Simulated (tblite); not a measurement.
Single-point calculation, with input and output: Si

Si (P6₃/mmc, 4 atoms in the cell), computed with with the settings of its input (tblite 0.8.0).

The structure was built on a prototype by a generator. The geometry comes from this level: r2SCAN. It belongs to a series of runs on one base structure; here: temperature = 0.001.

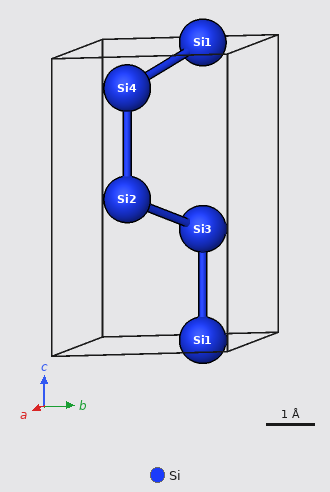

The structure as given in the input (ball-and-stick view of the cell of the calculation, seen slightly off an axis; atoms are numbered from 1 in the order of the input).

The input:
```python
import json
from ase import Atoms
from ase.build import make_supercell
from ase.units import Bohr, GPa, Hartree
from tblite.interface import Calculator

atoms = Atoms(['Si', 'Si', 'Si', 'Si'],
              cell=[[3.83212956, 0.0, 0.0], [-1.91606478, 3.31872155, 0.0], [0.0, 0.0, 6.34121684]],
              scaled_positions=[[0.333333333, 0.666666667, 0.000560941], [0.666666667, 0.333333333, 0.500560941], [0.333333333, 0.666666667, 0.374439059], [0.666666667, 0.333333333, 0.874439059]],
              pbc=True)
cluster = make_supercell(atoms, [[3, 0, 0], [0, 3, 0], [0, 0, 2]])
calc = Calculator('GFN2-xTB', cluster.numbers, cluster.positions / Bohr, lattice=cluster.cell[:] / Bohr, periodic=cluster.pbc)
calc.set('temperature', 0.001 / Hartree)
calc.set('max-iter', 150)
res = calc.singlepoint()
levels = res.get('orbital-energies') * Hartree
nv = round(res.get('orbital-occupations').sum() / 2)
cells = len(cluster) // len(atoms)
out = {'energy_per_cell': res.get('energy') * Hartree / cells, 'homo': levels[nv - 1], 'lumo': levels[nv],
       'stress': (-res.get('virial') * Hartree / cluster.get_volume() / GPa).tolist(), 'charges': res.get('charges')[:len(atoms)].tolist(), 'electrons': 2 * nv / cells}
json.dump(out, open('results.json', 'w'))
for key, value in out.items():
    print(key, value)
```

Launch command:
```bash
python run.py
```

The program's output:
```
------------------------------------------------------------
  cycle        total energy    energy error   density error
------------------------------------------------------------
      1     -122.8157686964  -1.2365752E+02   3.4412669E-02
      2     -122.8170886637  -1.3199673E-03   2.3337586E-02
      3     -122.8173039299  -2.1526617E-04   1.0217463E-02
      4     -122.8174160740  -1.1214406E-04   5.1619772E-03
      5     -122.8174550184  -3.8944425E-05   1.5320804E-04
      6     -122.8174557800  -7.6162313E-07   3.1283557E-05
      7     -122.8174558176  -3.7544893E-08   7.9328365E-06
------------------------------------------------------------

 total:                                   4.698 sec
energy_per_cell -185.66851115456558
homo -6.941515834446203
lumo -5.322297050397191
stress [[-2.1884958847477227, -6.954550950721122e-07, 4.361784359156301e-09], [-6.954550953337011e-07, -2.188496706607772, -2.518278531721064e-09], [4.361784936454116e-09, -2.5182782282672513e-09, -3.6588659669567507]]
charges [-2.0714397338389423e-06, 2.9015269247117947e-06, -3.829022777249169e-06, 3.183704040538027e-06]
electrons 16.0
```

Key numbers:

- outcome: converged
- space group (tolerance 0.01 Å): P6₃/mmc (194)
- electrons treated: 16
- total energy: −185.6685 eV
- band gap: 1.62 eV
- pressure: −2.68 GPa
- hardware: 1 thread of Arm Neoverse V2, 112 GiB of memory available, shared host
- wall time: 5.2 s
- peak memory: 0.15 GiB

Remarks:

Settings chosen away from the usual ones: temperature = 0.001.
